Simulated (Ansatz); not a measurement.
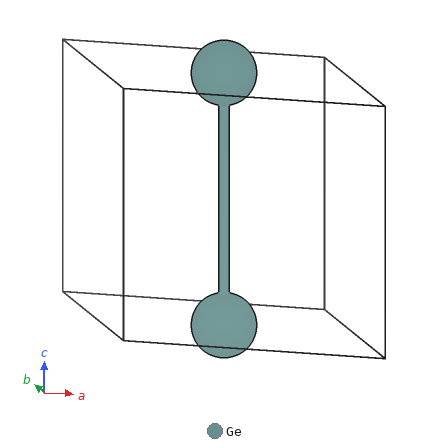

System: Ge, space group Cmmm (No. 65). The picture shows the cell.

Starting cell:
```
CELL_PARAMETERS angstrom
1.39715 -2.60052 0.00000
1.39715 2.60052 0.00000
0.00000 0.00000 2.69823
ATOMIC_POSITIONS crystal
Ge 0.50000 0.50000 0.00000
```

How it was computed, with Ansatz 0.2.0: deformation of a crystal at fixed volume, lengths along the axis scaled against those across it, fractional coordinates fixed, by plane-wave density functional theory with PAW datasets, free energies less that of the undisturbed cell, pressure positive in compression; scalar-relativistic. Level: PBEsol, no spin polarisation.

- wave cutoff: 420 eV
- k mesh: 22×22×20
- occupations: Gaussian
- smearing width: 0.15 eV
- k shift: (0, 0, 0) (mesh steps)
- start: as given
- path: axial
- axis direction: (0, 0, 1) (Cartesian unit vector)

What does the calculation give for the energy change and pressure against relative axial ratio? The relative axial ratio takes the values 0.80, 0.85, 0.92, 0.96, 1.00, 1.05, 1.10, 1.20, 1.30.

The energy change is 360 meV/atom at relative axial ratio 0.80 and 316 meV/atom at 1.30; the lowest computed point is at relative axial ratio 1.00 (0 meV/atom). The pressure goes from 4.065 GPa at relative axial ratio 0.80 to 4.971 GPa at 1.30, not monotonically, with a low of −4.165 GPa at 1.00, and changes sign near 0.85 and 1.19.

```tsv
axial ratio relative to the start	energy change (meV/atom)	pressure (GPa)
0.80	360	4.065
0.85	181	-0.280
0.92	44	-3.139
0.96	10	-3.945
1.00	0	-4.165
1.05	15	-3.725
1.10	52	-2.720
1.20	167	0.461
1.30	316	4.971
```

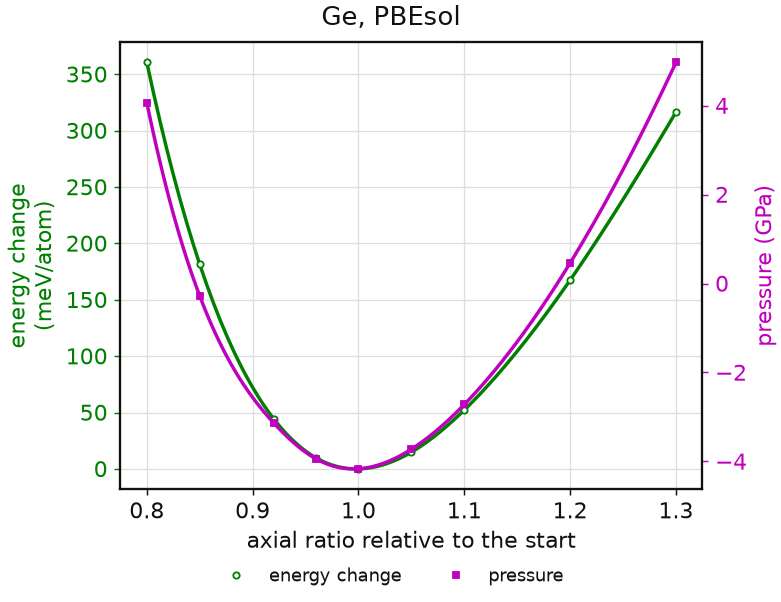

Note: reference crystal is not relaxed; shape and atomic fractions are frozen while scaling, which makes layered, chain and framework solids too stiff.
